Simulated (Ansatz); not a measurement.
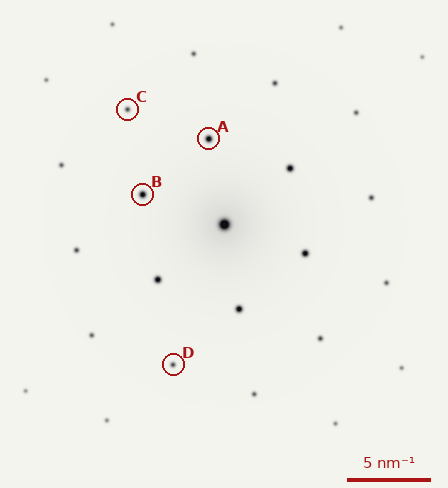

The pattern is a kinematic simulation for 200 kV electrons (no multiple scattering; isotropic B = 0.5 Å²). The zone axis points towards the electron source and the pattern is seen from the source side.

Crystal: Si, space group Fd-3m (No. 227), a = 5.430 Å. Structure: the input geometry of an electronic-structure calculation (not necessarily at equilibrium).

```
Si
1.0
     5.43000    0.00000    0.00000
     0.00000    5.43000    0.00000
     0.00000    0.00000    5.43000
Si
8
Direct
  0.50000 0.00000 0.50000
  0.25000 0.25000 0.25000
  0.50000 0.50000 0.00000
  0.25000 0.75000 0.75000
  0.00000 0.00000 0.00000
  0.75000 0.25000 0.75000
  0.00000 0.50000 0.50000
  0.75000 0.75000 0.25000
```

Spot A is indexed -2 0 2 and spot B 0 -2 2.

> Index the other marked spots.

C = A + B = -2 -2 4 (d = 1.108 Å). D = −2A + B = 4 -2 -2 (d = 1.108 Å).

> Give [uvw].

The cross product of A and B is parallel to [111]; every spot obeys hu + kv + lw = 0.
